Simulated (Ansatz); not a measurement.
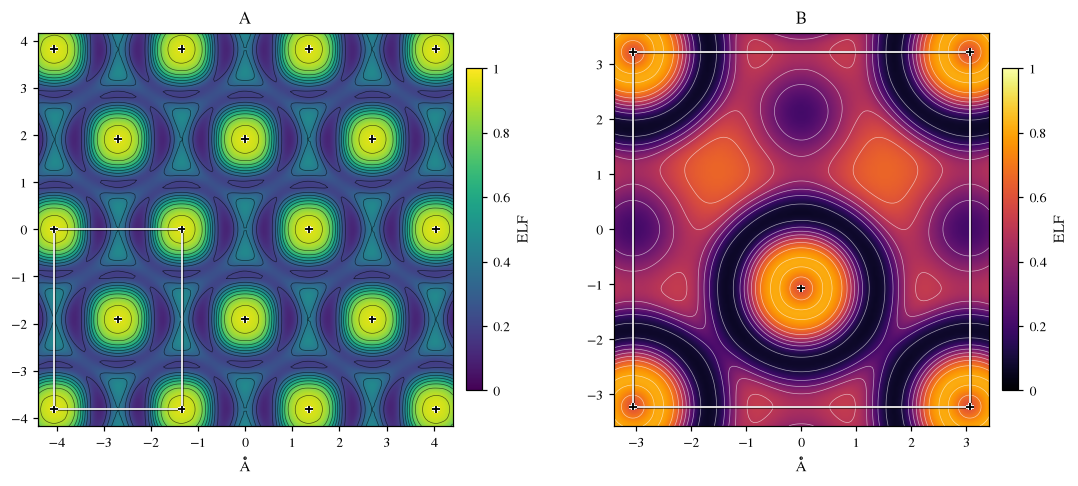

The ELF of 2 systems, each on a plane through atoms (crosses mark nuclei in the plane).

Method: Ansatz, DFT, r2SCAN, PAW with Ansatz's default frozen-core files, scalar-relativistic.

System 1: Yb, the (110) plane of the conventional cell. Space group P6₃/mmc; no Hubbard U on the f states and no spin–orbit coupling; the program warned that a starting moment wasn't kept; spin-polarised, but the moments vanished.

System 2: Cr, the (011̄) plane of the conventional cell. Space group Im-3m; computed pressure about 52 GPa in this cell; computed without spin polarisation.

```xyz
2
Lattice="2.6993 0.0000 0.0000 0.0000 2.6993 0.0000 0.0000 0.0000 2.6993" Properties=species:S:1:pos:R:3 pbc="T T T"
Cr    0.0000    0.0000    0.0000
Cr    1.3497    1.3497    1.3497
```

### Which map belongs to which system?

Panel A is system 2, Cr: the plane holds Cr. Cr–Cr (2.34 Å): the ELF is about 0.25 at the midpoint; no localised pair shows between them. Panel B is system 1, Yb: the plane holds Yb. Yb–Yb (3.74 Å): the ELF is about 0.25 at the midpoint; no localised pair shows between them.
